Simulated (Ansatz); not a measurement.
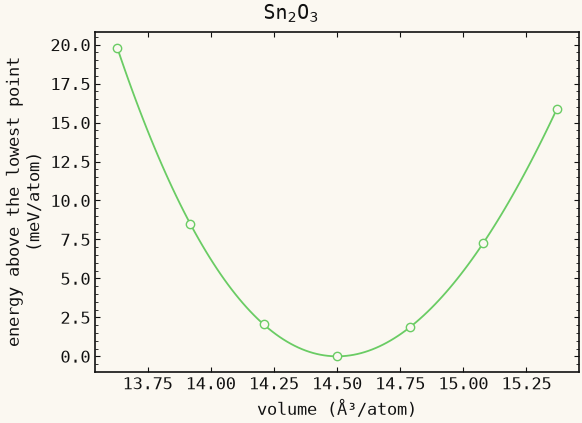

The picture above shows the energy above the lowest point against volume for Sn₂O₃, space group Pn-3m (No. 224) (one of a set of cubic test structures, which need not be the stable phase).

How it was computed, with Ansatz 0.2.0 development build: equation of state of a cubic crystal from periodic Kohn-Sham density functional theory without spin, third-order Birch-Murnaghan fit to the free energies; pressure corrected for the finite basis. Level: PBE.

structure type cubic X2O3; atoms in cell 10; space group number 224; lattice centring simple cubic; k mesh 7×7×7; occupation method Fermi–Dirac; occupation width 0.06123 eV; wave cutoff 700 eV; datasets hard PAW; density tolerance 1e−09 eV; bands 72; density cutoff ratio 4; search for lower states default.

From this curve and the settings, what does the calculation give for the pressure at the same points?

The pressure falls from 7.7 GPa at volume 13.63 Å³/atom to −5.5 GPa at 15.37 Å³/atom, and changes sign near 14.50 Å³/atom.

```tsv
volume (Å³/atom)	pressure (GPa)
13.63	7.7
13.92	4.9
14.21	2.3
14.50	0.0
14.79	-2.0
15.08	-3.9
15.37	-5.5
```

Caveats: cubic model structure, not the ambient form; modest k-mesh, values are not fully converged in k.
